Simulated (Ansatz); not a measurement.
**Run report: Ca7F16 (charge −1), geometry relaxation (part 2 of 3)**

The same run, continued: Ca7F16 (defect cell, 23 atoms in the cell, total charge −1); DFT, PBE, plane-wave PAW, default files, scalar-relativistic, spin-polarised (Ansatz 0.2.0); cutoff 420 eV, 3×3×3 k-mesh, Fermi–Dirac smearing of 0.01 eV, collinear spins. The structure derives from an entry of the Crystallography Open Database. It belongs to a series of runs on one base structure; here: Ca vacancy, charge -1, ions relaxed.

Geometry of the input (Å; fractional positions):
```
0.0000  5.4620  5.4620
5.4620  0.0000  5.4620
5.4620  5.4620  0.0000
Ca 0.0000  -0.0000  0.5000
Ca 0.0000  0.5000  -0.0000
Ca 0.0000  0.5000  0.5000
Ca 0.5000  0.0000  -0.0000
Ca 0.5000  0.0000  0.5000
Ca 0.5000  0.5000  -0.0000
Ca 0.5000  0.5000  0.5000
F  0.1250  0.1250  0.1250
F  0.1250  0.1250  0.6250
F  0.1250  0.6250  0.1250
F  0.1250  0.6250  0.6250
F  0.6250  0.1250  0.1250
F  0.6250  0.1250  0.6250
F  0.6250  0.6250  0.1250
F  0.6250  0.6250  0.6250
F  0.3750  0.3750  0.3750
F  0.3750  0.3750  0.8750
F  0.3750  0.8750  0.3750
F  0.3750  0.8750  0.8750
F  0.8750  0.3750  0.3750
F  0.8750  0.3750  0.8750
F  0.8750  0.8750  0.3750
F  0.8750  0.8750  0.8750
```

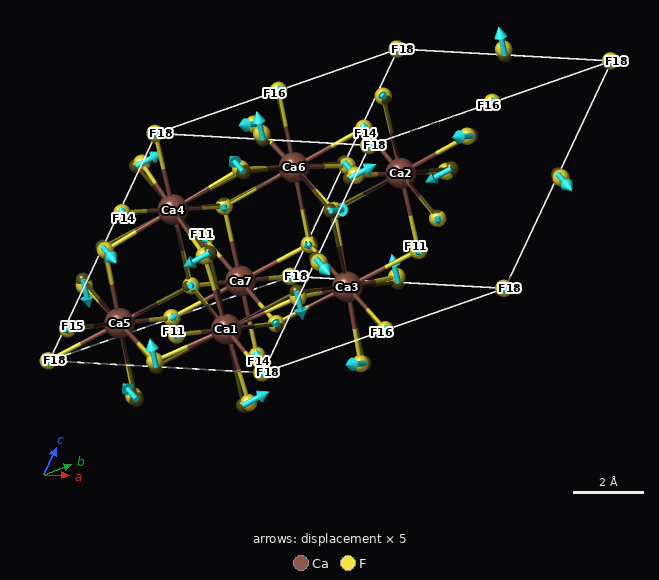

**Figure 1.** Start (faint) and end (solid) with the displacements as teal arrows, magnified 5 times (ball-and-stick view of the cell of the calculation (origin shifted), with bonded neighbours outside it, seen at an oblique angle). After 3 geometry steps the energy has fallen by 22.6 meV per atom. Largest force component: 0.42 eV/Å at the start, 0.0021 eV/Å at the end. The largest moves, 0.18 Å, are those of 8 atoms (F8, F9, F10, F12 and others). Ca stays in place. The lattice vectors keep their values. Among the contacts that change: Ca1–F22 2.365 → 2.312 Å, Ca7–F11 2.365 → 2.316 Å, Ca1–F11 2.365 → 2.382 Å. Among the angles that change: Ca4–F19–Ca5 109.5° → 113.3°. (Atoms are counted from 1 in the order of the input.)

```
NSCF: frozen V_eff on 4 k-points
the band table was solved once a step of the walk had ended and its energy, with any forces and stress, was formed, with the checks that follow a solve (4577 applications of the Hamiltonian). They found nothing against the state; the energy, forces and stress were not computed again (output.eigenvalues in the input reference)
SCF converged after 2 iterations
Magnetization: 0.9946 μB (91.9973 up, 91.0027 down)
Absolute magnetization: 1.0660 μB (∫|ρ↑−ρ↓|, with the PAW one-centre terms)
Spin contamination: 0.0007 ħ² per cell (⟨S²⟩ above its minimum at these occupations)
Per-site moments (μB) at R_I (Å): [(-0.001222794906137528, 0.9536965545670442), (-0.0012227949061376039, 0.9536965545670442), (-0.0012227949061376095, 0.9536965545670438), (-0.0012227949061374538, 0.9536965545670442), (-0.0012227949061375562, 0.9536965545670438), (-0.0012227949061376776, 0.9536965545670442), (2.1359052247606096e-5, 0.955413004299273), (0.09433645843658135, 0.9536965545670447), (0.09433645843658121, 0.9536965545670445), (0.09433645843658107, 0.9536965545670445), (0.030059023144036957, 0.9554130042992733), (0.09433645843658114, 0.9536965545670445), (0.030059023144037057, 0.9554130042992733), (0.03005902314403699, 0.9554130042992736), (0.030059023144036977, 0.9554130042992736), (0.030059023144037005, 0.9554130042992736), (0.03005902314403698, 0.9554130042992731), (0.03005902314403704, 0.955413004299273), (0.0943364584365812, 0.9536965545670438), (0.030059023144036988, 0.955413004299273), (0.09433645843658113, 0.9536965545670438), (0.09433645843658117, 0.9536965545670439), (0.09433645843658127, 0.9536965545670442)]
Free energy (F): -25685.725985 eV
Harris-Foulkes:  -25685.725985 eV  (|F-HF|=1.97e-9)
Internal energy: -25685.721840 eV  (E = F + TS)
E sigma→0 (E₀):  -25685.723913 eV
Entropy (-TS):   -0.004145 eV (-0.180 meV/atom)
Fermi energy:    2.283979 eV
--- Per-component energies (eV) ---
  E_band       = -1542.978575
  E_kinetic    = 5279.874505
  E_local      = -14916.356095  (includes V_loc(G=0)·N_el)
  E_nonlocal   = 1621.717589
  E_hartree    = 5422.227038
  E_xc         = -2258.570458
  E_vxc        = -2862.066877  (∫ρ·V_xc dr)
  E_paw        = -9218.763874  (= ΣΔE_a)
  E_vpaw       = -1510.634474  (= ΣTr[D̂ρ^β])
  E_aug_tail   = 0.033031  (compensation charges beyond the density's cutoff)
  E_ewald      = -11615.883577
  E_smearing   = -0.004145  (= −TS)
  E_closure    = 0.000000  (closes the sum)
  E_deformation_potential = -13.742137  (in the stress; not in F)
  Σ components = -25685.725985   (vs F -25685.725985, Δ=0.00e0)
--- Forces (eV/Å), atoms counted from 1 ---
  atom   1  Ca    -0.00000000    -0.00000000    -0.00000000
  atom   2  Ca     0.00000000    -0.00000000    -0.00000000
  atom   3  Ca     0.00000000     0.00000000    -0.00000000
  atom   4  Ca     0.00000000     0.00000000     0.00000000
  atom   5  Ca     0.00000000    -0.00000000     0.00000000
  atom   6  Ca     0.00000000     0.00000000    -0.00000000
  atom   7  Ca     0.00000000    -0.00000000    -0.00000000
  atom   8  F     -0.00210074    -0.00210074    -0.00210074
  atom   9  F      0.00210074     0.00210074    -0.00210074
  atom  10  F      0.00210074    -0.00210074     0.00210074
  atom  11  F     -0.00078353     0.00078353     0.00078353
  atom  12  F     -0.00210074     0.00210074     0.00210074
  atom  13  F      0.00078353    -0.00078353     0.00078353
  atom  14  F      0.00078353     0.00078353    -0.00078353
  atom  15  F     -0.00078353    -0.00078353    -0.00078353
  atom  16  F      0.00078353     0.00078353     0.00078353
  atom  17  F     -0.00078353    -0.00078353     0.00078353
  atom  18  F     -0.00078353     0.00078353    -0.00078353
  atom  19  F      0.00210074    -0.00210074    -0.00210074
  atom  20  F      0.00078353    -0.00078353    -0.00078353
  atom  21  F     -0.00210074     0.00210074    -0.00210074
  atom  22  F     -0.00210074    -0.00210074     0.00210074
  atom  23  F      0.00210074     0.00210074     0.00210074
  max |Σ_I F_I| component: 2.17e-18 eV/Å
--- Stress (GPa, compression-positive) ---
        1.328981       0.000000       0.000000
       -0.000000       1.328981      -0.000000
       -0.000000      -0.000000       1.328981
  P = ⅓ Tr σ = 1.3290 GPa (13.290 kbar)
--- PAW observables at the nuclei: V_zz in 10²¹ V/m², potentials from the cell's mean, atoms counted from 1 ---
  atom   1  Ca V_zz =    +1.373485   η = 0.2235   by run symmetry: allowed   C_q = -1.3550 MHz
            electrostatic potential = -2212.984279 V   contact ρ = 41252.645411 e/Å³   contact ρ_s (e/Å³): all electrons -0.030869, valence -0.032675
  atom   2  Ca V_zz =    +1.373485   η = 0.2235   by run symmetry: allowed   C_q = -1.3550 MHz
            electrostatic potential = -2212.984279 V   contact ρ = 41252.645411 e/Å³   contact ρ_s (e/Å³): all electrons -0.030869, valence -0.032675
  atom   3  Ca V_zz =    +1.373485   η = 0.2235   by run symmetry: allowed   C_q = -1.3550 MHz
            electrostatic potential = -2212.984279 V   contact ρ = 41252.645411 e/Å³   contact ρ_s (e/Å³): all electrons -0.030869, valence -0.032675
  atom   4  Ca V_zz =    +1.373485   η = 0.2235   by run symmetry: allowed   C_q = -1.3550 MHz
            electrostatic potential = -2212.984279 V   contact ρ = 41252.645411 e/Å³   contact ρ_s (e/Å³): all electrons -0.030869, valence -0.032675
  atom   5  Ca V_zz =    +1.373485   η = 0.2235   by run symmetry: allowed   C_q = -1.3550 MHz
            electrostatic potential = -2212.984279 V   contact ρ = 41252.645411 e/Å³   contact ρ_s (e/Å³): all electrons -0.030869, valence -0.032675
  atom   6  Ca V_zz =    +1.373485   η = 0.2235   by run symmetry: allowed   C_q = -1.3550 MHz
            electrostatic potential = -2212.984279 V   contact ρ = 41252.645411 e/Å³   contact ρ_s (e/Å³): all electrons -0.030869, valence -0.032675
  atom   7  Ca V_zz =    -0.000000   η = 0.0000   by run symmetry: forbidden   C_q = +0.0000 MHz
            electrostatic potential = -2213.061053 V   contact ρ = 41252.855308 e/Å³   contact ρ_s (e/Å³): all electrons -0.037979, valence -0.038052
  atom   8  F  V_zz =    +2.436333   η = 0.0000   by run symmetry: allowed
            electrostatic potential = -736.806406 V   contact ρ = 3127.298525 e/Å³   contact ρ_s (e/Å³): all electrons +0.043145, valence +0.185638
  atom   9  F  V_zz =    +2.436333   η = 0.0000   by run symmetry: allowed
            electrostatic potential = -736.806406 V   contact ρ = 3127.298525 e/Å³   contact ρ_s (e/Å³): all electrons +0.043145, valence +0.185638
  atom  10  F  V_zz =    +2.436333   η = 0.0000   by run symmetry: allowed
            electrostatic potential = -736.806406 V   contact ρ = 3127.298525 e/Å³   contact ρ_s (e/Å³): all electrons +0.043145, valence +0.185638
  atom  11  F  V_zz =    +0.596747   η = 0.0000   by run symmetry: allowed
            electrostatic potential = -736.539251 V   contact ρ = 3126.675142 e/Å³   contact ρ_s (e/Å³): all electrons +0.014337, valence +0.060831
  atom  12  F  V_zz =    +2.436333   η = 0.0000   by run symmetry: allowed
            electrostatic potential = -736.806406 V   contact ρ = 3127.298525 e/Å³   contact ρ_s (e/Å³): all electrons +0.043145, valence +0.185638
  atom  13  F  V_zz =    +0.596747   η = 0.0000   by run symmetry: allowed
            electrostatic potential = -736.539251 V   contact ρ = 3126.675142 e/Å³   contact ρ_s (e/Å³): all electrons +0.014337, valence +0.060831
  atom  14  F  V_zz =    +0.596747   η = 0.0000   by run symmetry: allowed
            electrostatic potential = -736.539251 V   contact ρ = 3126.675142 e/Å³   contact ρ_s (e/Å³): all electrons +0.014337, valence +0.060831
  atom  15  F  V_zz =    +0.596747   η = 0.0000   by run symmetry: allowed
            electrostatic potential = -736.539251 V   contact ρ = 3126.675142 e/Å³   contact ρ_s (e/Å³): all electrons +0.014337, valence +0.060831
  atom  16  F  V_zz =    +0.596747   η = 0.0000   by run symmetry: allowed
            electrostatic potential = -736.539251 V   contact ρ = 3126.675142 e/Å³   contact ρ_s (e/Å³): all electrons +0.014337, valence +0.060831
  atom  17  F  V_zz =    +0.596747   η = 0.0000   by run symmetry: allowed
            electrostatic potential = -736.539251 V   contact ρ = 3126.675142 e/Å³   contact ρ_s (e/Å³): all electrons +0.014337, valence +0.060831
  atom  18  F  V_zz =    +0.596747   η = 0.0000   by run symmetry: allowed
            electrostatic potential = -736.539251 V   contact ρ = 3126.675142 e/Å³   contact ρ_s (e/Å³): all electrons +0.014337, valence +0.060831
  atom  19  F  V_zz =    +2.436333   η = 0.0000   by run symmetry: allowed
            electrostatic potential = -736.806406 V   contact ρ = 3127.298525 e/Å³   contact ρ_s (e/Å³): all electrons +0.043145, valence +0.185638
  atom  20  F  V_zz =    +0.596747   η = 0.0000   by run symmetry: allowed
            electrostatic potential = -736.539251 V   contact ρ = 3126.675142 e/Å³   contact ρ_s (e/Å³): all electrons +0.014337, valence +0.060831
  atom  21  F  V_zz =    +2.436333   η = 0.0000   by run symmetry: allowed
            electrostatic potential = -736.806406 V   contact ρ = 3127.298525 e/Å³   contact ρ_s (e/Å³): all electrons +0.043145, valence +0.185638
  atom  22  F  V_zz =    +2.436333   η = 0.0000   by run symmetry: allowed
            electrostatic potential = -736.806406 V   contact ρ = 3127.298525 e/Å³   contact ρ_s (e/Å³): all electrons +0.043145, valence +0.185638
  atom  23  F  V_zz =    +2.436333   η = 0.0000   by run symmetry: allowed
            electrostatic potential = -736.806406 V   contact ρ = 3127.298525 e/Å³   contact ρ_s (e/Å³): all electrons +0.043145, valence +0.185638
--- Band table (eV; the first three rows and the last of 8) ---
  k-point 0 ↑: bands = ["-33.7976", "-33.7661", "-33.7661", "-33.7661", "-33.7621", "-33.7543", "-33.7543", "-18.1920", "-18.1920", "-18.1920", "-18.0144", "-17.8672", "-17.6958", "-17.6958", "-17.6958", "-17.5331", "-17.5331", "-17.5331", "-17.2155", "-17.1654", "-17.1654", "-17.1654", "-16.9894", "-14.8500", "-14.8500", "-14.8500", "-14.8340", "-14.8340", "-14.8340", "-14.7786", "-14.7786", "-14.7737", "-14.7737", "-14.7737", "-14.7554", "-14.7554", "-14.7554", "-14.2698", "-14.2698", "-14.2698", "-14.1132", "-14.0646", "-14.0646", "-14.0646", "-0.5206", "-0.5206", "-0.5032", "-0.0172", "-0.0172", "-0.0172", "0.4767", "0.4767", "0.4767", "0.4872", "0.4872", "0.4872", "0.5395", "0.5395", "0.5395", "0.8340", "0.8340", "0.8340", "0.8690", "0.9627", "0.9627", "1.0183", "1.0183", "1.0183", "1.0685", "1.0685", "1.0685", "1.1845", "1.2368", "1.2368", "1.4608", "1.4608", "1.4608", "1.5914", "1.5914", "1.5914", "1.7949", "1.7949", "1.7949", "1.9829", "1.9829", "1.9829", "1.9893", "1.9893", "1.9893", "2.1936", "2.1936", "2.2584", "9.7614", "10.5318", "10.5318", "10.7673", "11.5011", "11.5011", "11.6190", "11.6190", "11.6190", "11.6661", "11.6661", "11.6661", "11.8143", "11.8143", "11.8143", "12.0230", "12.0288", "12.0288", "12.3140", "12.4195", "12.4195", "12.4195", "12.9913", "12.9913", "12.9913"]
  k-point 1 ↑: bands = ["-33.7901", "-33.7730", "-33.7632", "-33.7632", "-33.7627", "-33.7573", "-33.7573", "-18.1223", "-18.1223", "-18.1165", "-17.9902", "-17.9314", "-17.7548", "-17.7003", "-17.7003", "-17.5397", "-17.5397", "-17.4914", "-17.2865", "-17.2865", "-17.2063", "-17.1808", "-17.0518", "-14.8378", "-14.8293", "-14.8293", "-14.7861", "-14.7829", "-14.7829", "-14.7638", "-14.7638", "-14.7387", "-14.7387", "-14.6810", "-14.6332", "-14.6332", "-14.6206", "-14.3692", "-14.3263", "-14.3263", "-14.2181", "-14.1905", "-14.1905", "-14.1041", "-0.2979", "-0.2979", "-0.2937", "0.0637", "0.0637", "0.1051", "0.2312", "0.2312", "0.3264", "0.3332", "0.3332", "0.3861", "0.5595", "0.6050", "0.6050", "0.6466", "0.6466", "0.6783", "0.7142", "0.7142", "0.7374", "0.8194", "0.8868", "0.8868", "1.2536", "1.4791", "1.4791", "1.5284", "1.5466", "1.5466", "1.5630", "1.6095", "1.6095", "1.6773", "1.6773", "1.7021", "1.7229", "1.7788", "1.7788", "1.8204", "1.8810", "1.8810", "1.9243", "1.9243", "1.9502", "2.0052", "2.0052", "2.1058", "10.3878", "10.7121", "10.7121", "10.9578", "11.2238", "11.2238", "11.2647", "11.5533", "11.5533", "11.6792", "11.6914", "11.6914", "11.7799", "11.9261", "11.9261", "11.9824", "11.9824", "12.0210", "12.1272", "12.2070", "12.5502", "12.5502", "12.6287", "12.6287", "12.8576"]
  k-point 2 ↑: bands = ["-33.7875", "-33.7678", "-33.7661", "-33.7661", "-33.7661", "-33.7588", "-33.7543", "-18.1251", "-18.0715", "-18.0715", "-17.9665", "-17.9655", "-17.7614", "-17.7614", "-17.6725", "-17.5432", "-17.5076", "-17.5076", "-17.3274", "-17.3274", "-17.2372", "-17.1716", "-17.0586", "-14.8516", "-14.8226", "-14.8226", "-14.7788", "-14.7776", "-14.7776", "-14.7740", "-14.7447", "-14.6701", "-14.6701", "-14.6117", "-14.6112", "-14.6112", "-14.5955", "-14.3751", "-14.3751", "-14.3552", "-14.2460", "-14.2078", "-14.2076", "-14.2076", "-0.2901", "-0.2895", "-0.1190", "0.0545", "0.0545", "0.1291", "0.2038", "0.2085", "0.2085", "0.2307", "0.3330", "0.3330", "0.4464", "0.5991", "0.6699", "0.6760", "0.6760", "0.6940", "0.8315", "0.8315", "1.0488", "1.0488", "1.0595", "1.0896", "1.0999", "1.2252", "1.2252", "1.2257", "1.3144", "1.3943", "1.4004", "1.4004", "1.4913", "1.6259", "1.6259", "1.6793", "1.8460", "1.8497", "1.8555", "1.8555", "1.9042", "1.9824", "1.9824", "2.0219", "2.0220", "2.0220", "2.1426", "2.1926", "10.5637", "10.7443", "10.7906", "11.0170", "11.1629", "11.1629", "11.3419", "11.4484", "11.6389", "11.6427", "11.6784", "11.6784", "11.6795", "11.9065", "11.9652", "11.9652", "12.0762", "12.0965", "12.1822", "12.4299", "12.4299", "12.5402", "12.5402", "12.6250", "12.6546"]
  k-point 3 ↓: bands = ["-33.7818", "-33.7766", "-33.7724", "-33.7647", "-33.7626", "-33.7594", "-33.7588", "-18.0256", "-18.0027", "-17.9845", "-17.9412", "-17.8337", "-17.7949", "-17.6893", "-17.5745", "-17.5176", "-17.3742", "-17.2587", "-17.2489", "-17.2356", "-17.0715", "-17.0338", "-17.0321", "-14.8379", "-14.8208", "-14.7958", "-14.7893", "-14.7877", "-14.7714", "-14.7665", "-14.7295", "-14.6490", "-14.6485", "-14.5922", "-14.5133", "-14.4768", "-14.4119", "-14.4083", "-14.4025", "-14.3656", "-14.3601", "-14.3393", "-14.2202", "-14.2050", "-0.0726", "-0.0079", "0.0201", "0.0680", "0.1207", "0.1702", "0.1947", "0.2121", "0.2276", "0.2848", "0.2948", "0.2989", "0.5489", "0.5741", "0.6475", "0.7099", "0.7322", "0.7888", "0.7987", "0.9398", "0.9727", "1.0643", "1.1035", "1.1060", "1.2810", "1.3267", "1.4206", "1.4237", "1.4996", "1.5995", "1.6116", "1.6971", "1.7109", "1.7254", "1.7542", "1.8255", "1.8868", "1.9254", "1.9285", "1.9966", "2.0061", "2.0309", "2.0512", "2.1497", "2.1898", "2.2404", "2.2631", "2.3020", "10.8631", "10.8719", "10.8984", "11.0488", "11.0809", "11.2256", "11.3014", "11.3167", "11.6028", "11.7630", "11.7843", "11.7954", "11.8394", "11.8655", "11.8842", "11.9825", "11.9945", "12.0837", "12.2138", "12.2962", "12.3414", "12.3894", "12.4217", "12.6137", "12.6571"]
--- Relaxed structure (4 steps of the walk, 4 accepted, 0 SCFs on fresh bases) ---
  F+E_penalty+E_count = -25685.72598507 eV   max|allowed force component| = 2.101e-3 eV/Å
  atoms:
    - { symbol: Ca, position: [4.2806765920494965e-19, 4.2806765920494965e-19, 0.5] }
    - { symbol: Ca, position: [0.0, 0.5, 0.0] }
    - { symbol: Ca, position: [0.0, 0.5, 0.5] }
    - { symbol: Ca, position: [0.5, 0.0, 0.0] }
    - { symbol: Ca, position: [0.5, 0.0, 0.5] }
    - { symbol: Ca, position: [0.5, 0.5, 0.0] }
    - { symbol: Ca, position: [0.5, 0.5, 0.5] }
    - { symbol: F, position: [0.13438545954632675, 0.13438545954632675, 0.13438545954632675] }
    - { symbol: F, position: [0.13438545954632675, 0.13438545954632675, 0.5968436213610199] }
    - { symbol: F, position: [0.13438545954632675, 0.5968436213610199, 0.1343854595463267] }
    - { symbol: F, position: [0.1327632534073735, 0.6224122488642089, 0.6224122488642088] }
    - { symbol: F, position: [0.5968436213610199, 0.13438545954632675, 0.1343854595463267] }
    - { symbol: F, position: [0.6224122488642089, 0.1327632534073735, 0.6224122488642088] }
    - { symbol: F, position: [0.6224122488642089, 0.6224122488642089, 0.1327632534073735] }
    - { symbol: F, position: [0.6224122488642089, 0.6224122488642089, 0.6224122488642089] }
    - { symbol: F, position: [0.3775877511357912, 0.3775877511357912, 0.3775877511357912] }
    - { symbol: F, position: [0.3775877511357912, 0.3775877511357912, 0.8672367465926263] }
    - { symbol: F, position: [0.3775877511357912, 0.8672367465926263, 0.37758775113579124] }
    - { symbol: F, position: [0.40315637863898024, 0.865614540453673, 0.8656145404536729] }
    - { symbol: F, position: [0.8672367465926263, 0.3775877511357912, 0.37758775113579124] }
    - { symbol: F, position: [0.865614540453673, 0.40315637863898024, 0.8656145404536729] }
    - { symbol: F, position: [0.865614540453673, 0.865614540453673, 0.40315637863898024] }
    - { symbol: F, position: [0.865614540453673, 0.865614540453673, 0.865614540453673] }
--- Löwdin populations: 23 sites ---
  site symbol       q [e]    m [muB]
     0     Ca      8.2572    -0.0012
     1     Ca      8.2572    -0.0012
     2     Ca      8.2572    -0.0012
     3     Ca      8.2572    -0.0012
     4     Ca      8.2572    -0.0012
     5     Ca      8.2572    -0.0012
     6     Ca      8.2609    -0.0010
     7      F      7.7078     0.0982
     8      F      7.7078     0.0982
     9      F      7.7078     0.0982
    10      F      7.7521     0.0299
    11      F      7.7078     0.0982
    12      F      7.7521     0.0299
    13      F      7.7521     0.0299
    14      F      7.7521     0.0299
    15      F      7.7521     0.0299
    16      F      7.7521     0.0299
    17      F      7.7521     0.0299
    18      F      7.7078     0.0982
    19      F      7.7521     0.0299
    20      F      7.7078     0.0982
    21      F      7.7078     0.0982
    22      F      7.7078     0.0982
  spilling = 0.008285 (of n_electrons = 183.000000)
```
